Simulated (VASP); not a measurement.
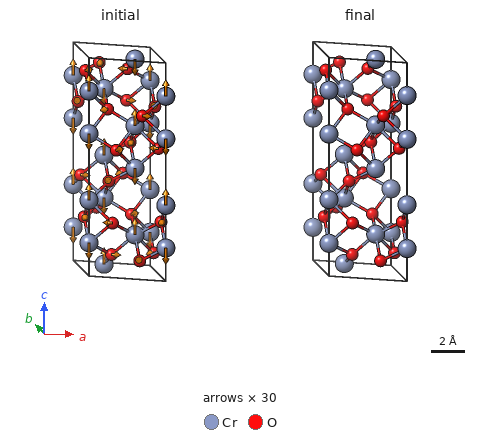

The structure of a crystal of Cr2O3 (set up in R-3c) before (left) and after (right) a relaxation, at one scale. The orange arrows give the displacements (the part carried along by the change of the cell is left out), 30 times their true length.

The picture is a ball-and-stick view of the conventional cell (3 times the calculation's cell), seen slightly off an axis. Lengths and directions refer to the drawn axes.

The run lets cell and atoms move.

The calculation used Kohn-Sham DFT of a periodic cell, PBE, VASP PAW PBE potentials, recommended (VASP).

Input
```
ALGO     = Normal         # electronic algorithm
AMIX     = 0.2          
AMIX_MAG = 0.8          
BMIX     = 1E-4         
BMIX_MAG = 1E-4         
EDIFF    = 1E-6           # SCF threshold, eV
EDIFFG   = -0.01          # ionic threshold
ENCUT    = 600            # plane-wave cutoff, eV
GGA      = PE             # functional
IBRION   = 2              # ionic algorithm
ISIF     = 3              # what is computed and relaxed
ISMEAR   = 1              # smearing method
ISPIN    = 2              # spin polarisation
KPAR     = 4            
LASPH    = True           # aspherical terms in the spheres
LCHARG   = False          # write CHGCAR
LMAXMIX  = 4              # l up to which the mixer works
LORBIT   = 11             # projections on sites
LREAL    = False          # projectors in reciprocal space
LWAVE    = False          # write WAVECAR
MAGMOM   = 3 3 3 3 0 0 0 0 0 0 # initial moments
NELM     = 150            # most SCF steps
NSW      = 90             # ionic steps
PREC     = Accurate       # precision mode
SIGMA    = 0.1            # smearing width, eV
```

Command:
```bash
cat potpaw_PBE.64/Cr_pv/POTCAR potpaw_PBE.64/O/POTCAR > POTCAR
mpirun -np 4 vasp_std > vasp.out
```

What changed between the two?

After 8 geometry steps the energy has fallen by 12.8 meV per atom. The largest force component goes from 0.65 to 0.0031 eV/Å. Pressure: 7.84 GPa at the start and 0.00 GPa at the end. The largest moves relative to the cell, 0.036 Å, are those of Cr atoms. Largest moves by element: Cr 0.036 Å, O 0.022 Å. The volume changes by +3.3 %, with a = b 4.957 → 5.034 Å (+1.5 %), c 13.592 → 13.610 Å (+0.1 %). Some distances before and after: Cr–Cr 2.650 → 2.725 Å, Cr–O 2.013 → 2.039 Å, Cr–O 1.964 → 1.983 Å. Among the angles between lasting bonds that change: O–Cr–O 167.0° → 164.8°. The space group stays R-3c (No. 167). It ran on 4 threads of Intel(R) Xeon(R) Platinum 8488C (Sapphire Rapids), with other jobs on the host.
